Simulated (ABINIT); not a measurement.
## Oneshot calculation of MgI2 (part 3 of 3)

MgI2 (P-3m1, 3 atoms in the cell); Kohn-Sham DFT of a periodic cell, PBE, PseudoDojo NC SR PBE v0.4.1 standard, no spin polarisation (ABINIT 10.8.3); cutoff 1142.88 eV, 5×5×2 k-mesh, fixed occupations. The structure derives from an entry of the Crystallography Open Database.

Geometry of the input (Å; fractional positions):
```
4.1400  0.0000  0.0000
-2.0700  3.5853  0.0000
0.0000  0.0000  6.8800
I  0.6667  0.3333  0.7500
I  0.3333  0.6667  0.2500
Mg 0.0000  0.0000  0.0000
```

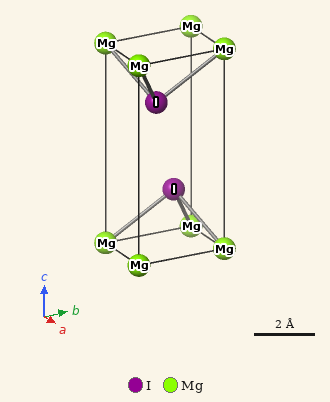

**Figure 1.** The structure as given in the input (ball-and-stick view of the cell of the calculation, seen slightly off an axis). An atom can appear more than once, as a periodic image.

Output, continued:
```
--- !SelfEnergy_ee
iteration_state: {dtset: 3, }
kpoint     : [   0.400,    0.200,    0.500, ]
spin       : 1
KS_gap     :    4.864
QP_gap     :   11.968
Delta_QP_KS:    7.104
data: !SigmaeeData |
     Band     E0 <VxcDFT>   SigX SigC(E0)      Z dSigC/dE  Sig(E)    E-E0       E
        8  -1.470 -10.048 -13.873   0.000   1.000   0.000 -13.873  -3.825  -5.295
        9  -0.638 -10.432 -13.826   0.000   1.000   0.000 -13.826  -3.394  -4.032
       10  -0.305 -10.565 -13.891   0.000   1.000   0.000 -13.891  -3.326  -3.631
       11   0.865 -11.287 -14.209   0.000   1.000   0.000 -14.209  -2.922  -2.057
       12   0.915 -11.299 -14.226   0.000   1.000   0.000 -14.226  -2.928  -2.013
       13   5.779  -9.759  -5.582   0.000   1.000   0.000  -5.582   4.176   9.955
       14   6.988  -8.084  -4.050   0.000   1.000   0.000  -4.050   4.034  11.022
       15   7.474  -8.569  -4.281   0.000   1.000   0.000  -4.281   4.289  11.763
       16   8.638  -9.026  -4.426   0.000   1.000   0.000  -4.426   4.601  13.239
       17   8.775  -8.259  -3.744   0.000   1.000   0.000  -3.744   4.515  13.290
...

 New Fermi energy :        1.394847E-01 Ha ,    3.795573E+00 eV

 === QP Band Gaps ===
  >>>> For spin  1
   Minimum direct gap =  10.3181 [eV], located at k-point      :   0.0000  0.0000  0.0000
   Fundamental gap    =  10.2756 [eV], Top of valence bands at :   0.0000  0.0000  0.0000
                                       Bottom of conduction at :   0.4000  0.0000  0.5000

== END DATASET(S) ==============================================================
================================================================================

 -outvars: echo values of variables after computation  --------
            acell      1.0000000000E+00  1.0000000000E+00  1.0000000000E+00 Bohr
           etotal1    -8.5386249913E+01
           etotal3     0.0000000000E+00
            fcart1     5.7362580078E-30 -6.9548432203E-29  4.5695960049E-03
                       5.7362580078E-30  8.9419412832E-29 -4.5695960049E-03
                      -1.1472516016E-29 -1.9870980629E-29 -2.8912057933E-19
            fcart3     0.0000000000E+00  0.0000000000E+00  0.0000000000E+00
                       0.0000000000E+00  0.0000000000E+00  0.0000000000E+00
                       0.0000000000E+00  0.0000000000E+00  0.0000000000E+00
            rprim      7.8234661560E+00  0.0000000000E+00  0.0000000000E+00
                      -3.9117330780E+00  6.7753204368E+00  0.0000000000E+00
                       0.0000000000E+00  0.0000000000E+00  1.3001315737E+01
           strten1    -3.1783508305E-05 -3.1783508344E-05 -1.0256748809E-05
                       0.0000000000E+00  0.0000000000E+00  0.0000000000E+00
           strten3     0.0000000000E+00  0.0000000000E+00  0.0000000000E+00
                       0.0000000000E+00  0.0000000000E+00  0.0000000000E+00
           xangst      2.0699999986E+00  1.1951150564E+00  5.1599999965E+00
                       6.9142978109E-18  2.3902301129E+00  1.7199999988E+00
                       0.0000000000E+00  0.0000000000E+00  0.0000000000E+00
             xred      6.6666666667E-01  3.3333333333E-01  7.5000000000E-01
                       3.3333333333E-01  6.6666666667E-01  2.5000000000E-01
                       0.0000000000E+00  0.0000000000E+00  0.0000000000E+00
 Calculation completed.
```

Summary:

```tsv
quantity	value
outcome	converged
space group (tolerance 0.01 Å)	P-3m1 (164)
electrons treated	24
quasiparticle gap	10.28 eV
gap on the k-point mesh	3.63 eV
wall time	2.1 min
peak memory	0.66 GiB
```

Points of doubt noted for this run: k mesh coarse for many body.
